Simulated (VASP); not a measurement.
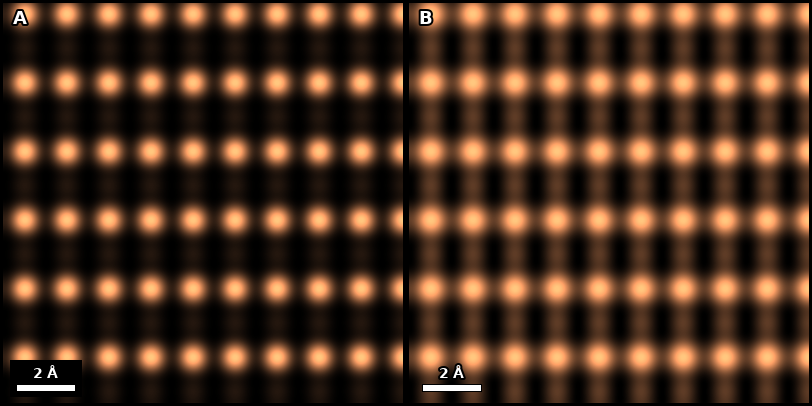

Two simulated images of the same area of CoO (Fm-3m, No. 225) along [211], with a probe of 0.78 Å. One is incoherent Z contrast (Z^1.7 per atom), the other the projected potential of neutral atoms blurred by the probe (iDPC-like, thin sample). Brightness is counted from the darkest point of the image. Structure used: the geometry relaxed with VASP Kohn-Sham DFT of a periodic cell, PBEsol, VASP PAW PBE potentials, recommended in VASP.

Which panel is which, and how can one tell?

Answer. A is the Z-contrast image and B the potential image. The columns of 1 O per repeat reach about 11 % of the brightest peak (1 Co) in A but about 30 % in B, mainly since the potential grows much more slowly with atomic number. The O columns show clearly in B alone.
